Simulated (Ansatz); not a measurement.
**What a change does: band-structure calculation on Bi2Se3**

System: Bi2Se3 (5 atoms in the cell).
Method of run A: DFT, r2SCAN, plane waves, PAW, no spin polarisation (Ansatz 0.2.0).

The structure was built on a prototype by a generator. The geometry comes from this level: r2scan-rvv10. Text and figures count atoms from 1; the logs count them from 0 in places.

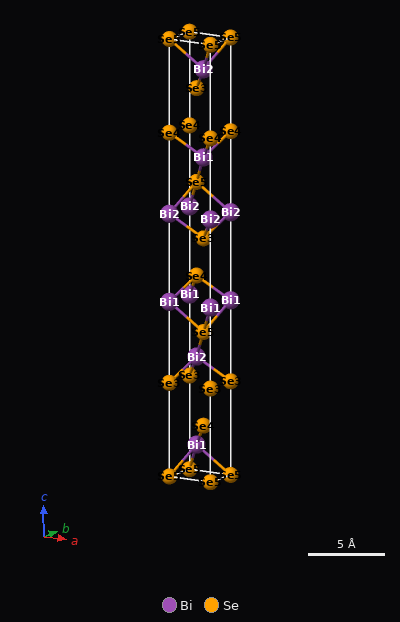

The input geometry (ball-and-stick view of the cell 3 times as large as that of the calculation, set on its symmetry axes, seen slightly off an axis; atoms are numbered from 1 in the order of the input).

**Input, run A**
```yaml
crystal:
  lattice:
    - [2.071183569, 1.1957983911, 9.7543162166]
    - [-2.071183569, 1.1957983911, 9.7543162166]
    - [0.0, -2.3915967823, 9.7543162166]
  atoms:
    - { symbol: Bi, position: [0.3993442181, 0.3993442181, 0.3993442181] }
    - { symbol: Bi, position: [0.6006557819, 0.6006557819, 0.6006557819] }
    - { symbol: Se, position: [0.2141197029, 0.2141197029, 0.2141197029] }
    - { symbol: Se, position: [0.7858802971, 0.7858802971, 0.7858802971] }
    - { symbol: Se, position: [0.0, 0.0, 0.0] }
kpoints:
  mp_grid: { grid: [8, 8, 8] }
  band_path:
    path:
      - [0.0, 0.0, 0.0]
      - [0.5, 0.5, 0.5]
      - [0.8233141803, 0.1766858197, 0.5]
      - [0.5, -0.1766858197, 0.1766858197]
      - [0.5, 0.0, 0.0]
      - [0.3383429098, -0.3383429098, 0.0]
      - [0.6616570902, 0.0, 0.3383429098]
      - [0.5, 0.0, 0.5]
    npoints: 1
hamiltonian:
  xc: r2scan
scf:
  occupations: { method: fixed }
  n_extra_bands: 5
output:
  forces: true
  stress: true
  eigenvalues: true
```

Launched with:
```bash
ansatz run input.yaml --threads 2 --pin off --max-ram 3686MiB --backend cpu --events-out ev --progress --plain --runs-dir out
```

Hardware: 2 threads of AMD EPYC (Zen 3), 24 GiB of memory available, shared host.

**Output, shortened to warnings, some set-up lines, iterations and results (run A)**
```
Basis set: ecut = 500 eV, 3665 PW (Γ), FFT grids on a1−a3, a2−a3, a3, exchange–correlation on 128×128×300 points (64 copies of the dense FFT grid, shifted against one another)
Symmetry: 12 space group operations
k-points: 65 of 512
Initial density: superposition of atomic densities (neutral atoms: chi_scale 0, normalization atom), corrected by the library's trained network
[...]
SCF iter   1: F=—  HF=-41258.618998 eV  |F-HF|=—  |Δ(HF+E_count)|=         —  Δρ=4.56e-3  dr2=5.92e-2  dr2_τ=1.20e-2  ethr=1.77e-3  ⟨swp⟩=5.0  Hψ=9702  notcnv=0  defer=162
SCF iter   2: F=—  HF=-41258.626713 eV  |F-HF|=—  |Δ(HF+E_count)|=   7.72e-3  Δρ=2.26e-3  dr2=8.87e-3  dr2_τ=4.89e-4  ethr=7.59e-5  ⟨swp⟩=2.7  Hψ=5564  notcnv=0  defer=188
SCF iter   3: F=—  HF=-41258.626951 eV  |F-HF|=—  |Δ(HF+E_count)|=   2.38e-4  Δρ=9.98e-4  dr2=2.23e-3  dr2_τ=5.89e-5  ethr=1.14e-5  ⟨swp⟩=2.8  Hψ=4122  notcnv=0  defer=190
SCF iter   4: F=—  HF=-41258.627082 eV  |F-HF|=—  |Δ(HF+E_count)|=   1.31e-4  Δρ=3.17e-4  dr2=1.87e-4  dr2_τ=5.78e-6  ethr=2.86e-6  ⟨swp⟩=2.0  Hψ=3548  notcnv=0  defer=190
SCF iter   5: F=—  HF=-41258.627127 eV  |F-HF|=—  |Δ(HF+E_count)|=   4.54e-5  Δρ=1.35e-4  dr2=2.38e-5  dr2_τ=7.07e-7  ethr=2.40e-7  ⟨swp⟩=2.0  Hψ=4680  notcnv=0  defer=89
SCF iter   6: F=—  HF=-41258.627259 eV  |F-HF|=—  |Δ(HF+E_count)|=   1.32e-4  Δρ=2.63e-5  dr2=1.50e-6  dr2_τ=2.65e-8  ethr=3.05e-8  ⟨swp⟩=2.0  Hψ=4677  notcnv=0  defer=66
SCF iter   7: F=-41258.627260 eV  HF=-41258.627260 eV  |F-HF|=1.14e-8  |Δ(HF+E_count)|=   6.41e-7  Δρ=7.32e-6  dr2=9.23e-8  dr2_τ=3.91e-9  ethr=1.28e-10  ⟨swp⟩=10.5  Hψ=15960 …
SCF 1 converged in 7 iterations: F = -41258.627260 eV  dr2 = 9.23e-8
NSCF: frozen V_eff on 8 k-points
SCF converged after 7 iterations
Free energy (F): -41258.627260 eV
Harris-Foulkes:  -41258.627260 eV  (|F-HF|=1.14e-8)
Internal energy: -41258.627260 eV  (E = F + TS)
E sigma→0 (E₀):  -41258.627260 eV
Fermi energy:    8.487206 eV
--- Per-component energies (eV) ---
  E_band       = -1424.068637
  E_kinetic    = 955.644523
  E_local      = -10572.185906  (includes V_loc(G=0)·N_el)
  E_nonlocal   = -659.185514
  E_hartree    = 4708.085669
  E_xc         = -578.059745
  E_vxc        = -631.642196  (∫ρ·V_xc dr)
  E_paw        = -27151.197147  (= ΣΔE_a)
  E_vpaw       = 30.085513  (= ΣTr[D̂ρ^β])
  E_aug_tail   = -0.001156  (compensation charges beyond the density's cutoff)
  E_vtau       = 37.045483  (kinetic-family band-sum trace: ∫τ·v_τ [+ j·A + Jᵃ·Aᵃ] dr)
  E_ewald      = -7958.184767
  E_core_change = -3.543216  (= ΣΔE_core)
  E_smearing   = -0.000000  (= −TS)
  E_closure    = -0.000000  (closes the sum)
  Σ components = -41258.627260   (vs F -41258.627260, Δ=0.00e0)
--- Forces (eV/Å), atoms counted from 1 ---
  atom   1  Bi     0.00000000    -0.00000000     0.04171911
  atom   2  Bi     0.00000000     0.00000000    -0.04171911
  atom   3  Se     0.00000000    -0.00000000     0.04319291
  atom   4  Se     0.00000000     0.00000000    -0.04319291
  atom   5  Se    -0.00000000     0.00000000    -0.00000000
  max |Σ_I F_I| component: 6.94e-18 eV/Å
--- Stress (GPa, compression-positive) ---
        0.966831       0.000000       0.000000
        0.000000       0.966831       0.000000
        0.000000       0.000000       0.921507
  P = ⅓ Tr σ = 0.9517 GPa (9.517 kbar)
```

Run B used a changed input.

**The two runs side by side**

| quantity | run A | run B |
| --- | --- | --- |
| outcome | converged | converged |
| free energy per atom (eV) | −8251.7255 | −8240.4488 |
| gap on the mesh (eV) | 0.62 | 0.34 |
| pressure (GPa) | 0.95 | 2.13 |
| largest force (eV/Å) | 0.043 | 0.169 |
| SCF iterations | 7 | 7 |
| irreducible k-points | 65 | 65 |
| plane waves at Γ | 3665 | 2787 |
| wall time (shared host) | 19 s | 9.2 s |

What was changed in the input?

The change (lines with − go, lines with + come):
```diff
-  xc: r2scan
+  xc: pbe
```

The total energies belong to different methods, so their difference says nothing on which is more stable or more accurate. The gap on the mesh goes from 0.62 to 0.34 eV. The pressure goes from 0.95 to 2.13 GPa. The largest force goes from 0.043 to 0.169 eV/Å. The functional changes from r2SCAN to PBE. The number of SCF iterations is the same. The default cutoff goes from 500 to 420 eV with the change. The plane waves at Γ go from 3665 to 2787. On the same kind of shared host run B took about 0.47 times as long.

**Output, shortened to warnings, some set-up lines, iterations and results (run B)**
```
Basis set: ecut = 420 eV, 2787 PW (Γ), FFT grids on a1−a3, a2−a3, a3, exchange–correlation on 60×60×144 points (8 copies of the dense FFT grid, shifted against one another)
Symmetry: 12 space group operations
k-points: 65 of 512
Initial density: superposition of atomic densities (neutral atoms: chi_scale 0, normalization atom), corrected by the library's trained network
[...]
SCF iter   1: F=—  HF=-41202.245553 eV  |F-HF|=—  |Δ(HF+E_count)|=         —  Δρ=1.25e-3  dr2=3.78e-3  ethr=1.77e-3  ⟨swp⟩=5.0  Hψ=9152  notcnv=0  defer=167
SCF iter   2: F=—  HF=-41202.243713 eV  |F-HF|=—  |Δ(HF+E_count)|=   1.84e-3  Δρ=6.09e-4  dr2=5.70e-4  ethr=4.84e-6  ⟨swp⟩=2.3  Hψ=5984  notcnv=0  defer=190
SCF iter   3: F=—  HF=-41202.243876 eV  |F-HF|=—  |Δ(HF+E_count)|=   1.63e-4  Δρ=2.82e-4  dr2=1.44e-4  ethr=7.31e-7  ⟨swp⟩=2.6  Hψ=4622  notcnv=0  defer=190
SCF iter   4: F=—  HF=-41202.243973 eV  |F-HF|=—  |Δ(HF+E_count)|=   9.75e-5  Δρ=9.45e-5  dr2=2.75e-5  ethr=1.85e-7  ⟨swp⟩=2.0  Hψ=4552  notcnv=0  defer=123
SCF iter   5: F=—  HF=-41202.243992 eV  |F-HF|=—  |Δ(HF+E_count)|=   1.89e-5  Δρ=4.07e-5  dr2=4.30e-6  ethr=3.53e-8  ⟨swp⟩=2.0  Hψ=4767  notcnv=0  defer=65
SCF iter   6: F=—  HF=-41202.243995 eV  |F-HF|=—  |Δ(HF+E_count)|=   2.64e-6  Δρ=1.46e-5  dr2=5.37e-7  ethr=5.51e-9  ⟨swp⟩=2.0  Hψ=5330  notcnv=0  defer=65
SCF iter   7: F=-41202.243995 eV  HF=-41202.243995 eV  |F-HF|=5.49e-8  |Δ(HF+E_count)|=   4.15e-7  Δρ=6.27e-6  dr2=6.93e-8  ethr=1.28e-10  ⟨swp⟩=11.2  Hψ=15147  notcnv=0
SCF 1 converged in 7 iterations: F = -41202.243995 eV  dr2 = 6.93e-8
NSCF: frozen V_eff on 8 k-points
SCF converged after 7 iterations
Free energy (F): -41202.243995 eV
Harris-Foulkes:  -41202.243995 eV  (|F-HF|=5.49e-8)
Internal energy: -41202.243995 eV  (E = F + TS)
E sigma→0 (E₀):  -41202.243995 eV
Fermi energy:    8.657273 eV
--- Per-component energies (eV) ---
  E_band       = -1362.248105
  E_kinetic    = 957.505701
  E_local      = -10567.433177  (includes V_loc(G=0)·N_el)
  E_nonlocal   = -663.321959
  E_hartree    = 4705.104277
  E_xc         = -616.833237
  E_vxc        = -584.628374  (∫ρ·V_xc dr)
  E_paw        = -27059.078229  (= ΣΔE_a)
  E_vpaw       = 85.421229  (= ΣTr[D̂ρ^β])
  E_aug_tail   = -0.002606  (compensation charges beyond the density's cutoff)
  E_ewald      = -7958.184767
  E_smearing   = -0.000000  (= −TS)
  E_closure    = 0.000000  (closes the sum)
  Σ components = -41202.243995   (vs F -41202.243995, Δ=0.00e0)
--- Forces (eV/Å), atoms counted from 1 ---
  atom   1  Bi     0.00000000     0.00000000    -0.08739283
  atom   2  Bi     0.00000000    -0.00000000     0.08739283
  atom   3  Se     0.00000000     0.00000000    -0.16937205
  atom   4  Se     0.00000000    -0.00000000     0.16937205
  atom   5  Se    -0.00000000     0.00000000     0.00000000
  max |Σ_I F_I| component: 4.63e-18 eV/Å
--- Stress (GPa, compression-positive) ---
        2.175843       0.000000       0.000000
        0.000000       2.175843       0.000000
        0.000000       0.000000       2.036973
  P = ⅓ Tr σ = 2.1296 GPa (21.296 kbar)
```

For both runs: Spin–orbit coupling is left out, which matters for Bi.
